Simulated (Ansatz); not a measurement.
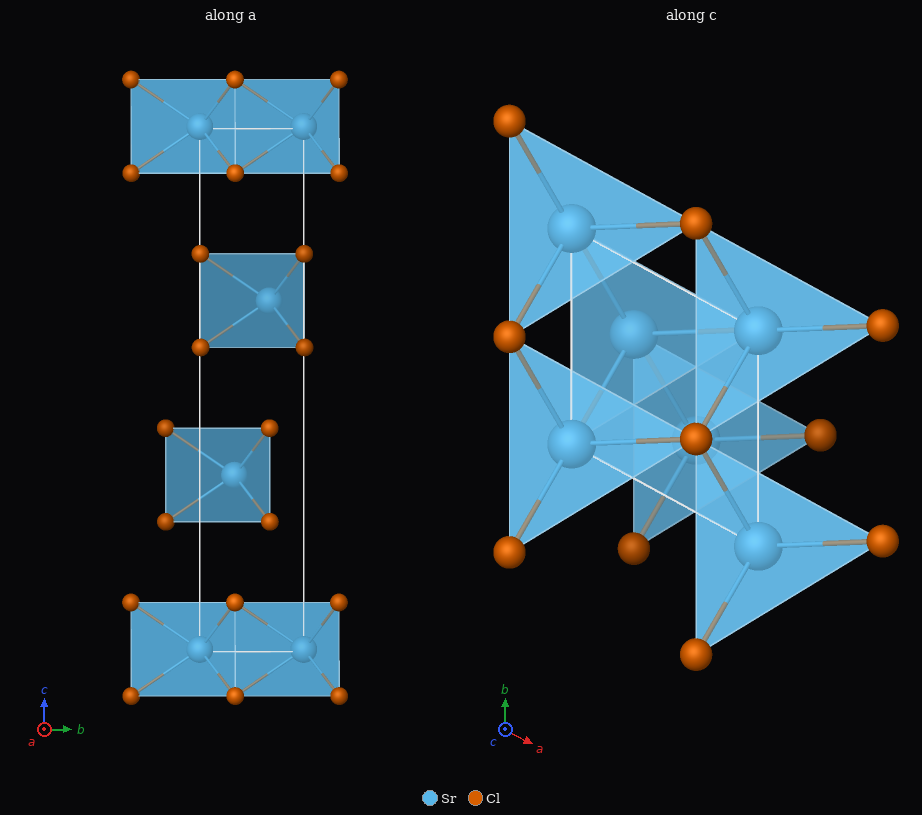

Shown here is a polyhedral view of the crystal, taken along the a axis and along the c axis. Thin lines show the drawn cell (a repeat of the simulation cell), with boundary atoms drawn in all their periodic places. A few atoms beyond the faces are included.

SrCl₂, a = 4.12 Å, b = 4.17 Å, c = 18.41 Å, α = 90.00°, β = 90.00°, γ = 118.71°.

Method used: DFT, r2SCAN, plane waves, PAW in Ansatz 0.2.0. It ran with plane-wave cutoff 500 eV, k-points about 0.22 Å⁻¹ apart, no spin polarisation.

**Is the electronic structure metallic or gapped?**

An insulator at this level, with a gap of 4.86 eV, direct.

**State the hydrostatic pressure.**

The computed pressure is 0.6 GPa (compressed: it would expand).

Origin of the cell: a structure type filled with these elements by a generator (whether the compound takes this form wasn't checked). The cell was then strained or its atoms displaced on purpose. Ansatz was used for an electronic-structure calculation on it.
